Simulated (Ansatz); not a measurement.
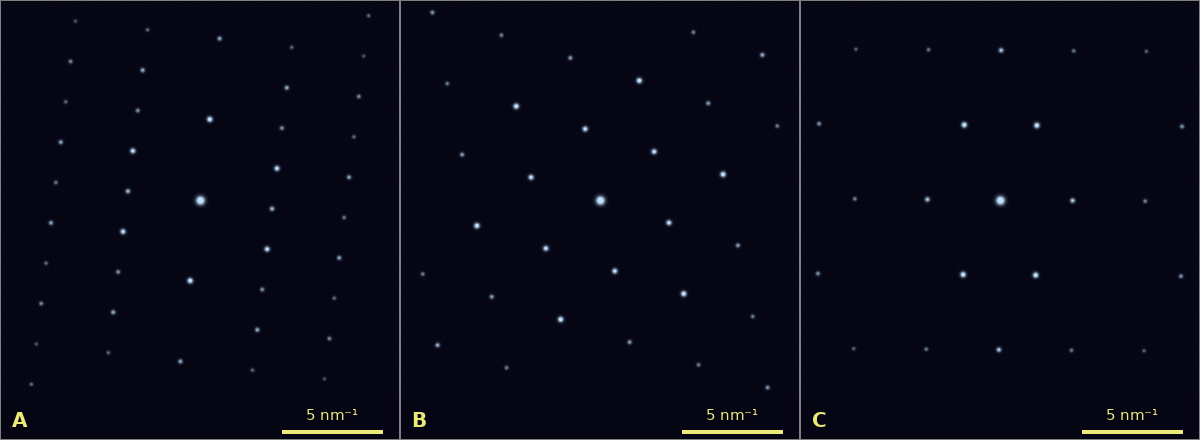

Simulated selected-area electron diffraction patterns (120 kV, kinematic approximation, thin crystal, B = 0.5 Å² for all atoms).

All three come from Ge, space group P6_3/mmc (No. 194), a = 3.181 Å, c = 4.920 Å (hexagonal axes). Structure: coordinates from a relaxation with Ansatz, DFT, BLYP, plane waves (420 eV) with PAW, scalar-relativistic; the starting structure was generated, so it need not be a known form of this composition.

```csv
atom,site,symmetry,x,y,z
Ge,2c,-6m2,0.3333,0.6667,0.2500
```

Assign the zone axes [001], [100], [101] to A, B and C.

A is [100]: rectangular net of 0 0 1 (itself extinct) at d = 4.92 Å and 0 1 0 at d = 2.76 Å, at 90.0°. B is [001]: hexagonal net of 1 -1 0 at d = 2.76 Å and 1 0 0 at d = 2.76 Å, at 60.0°. C is [101]: centred rectangular net of 0 1 0 at d = 2.76 Å and 1 0 -1 at d = 2.40 Å, at 64.1°.
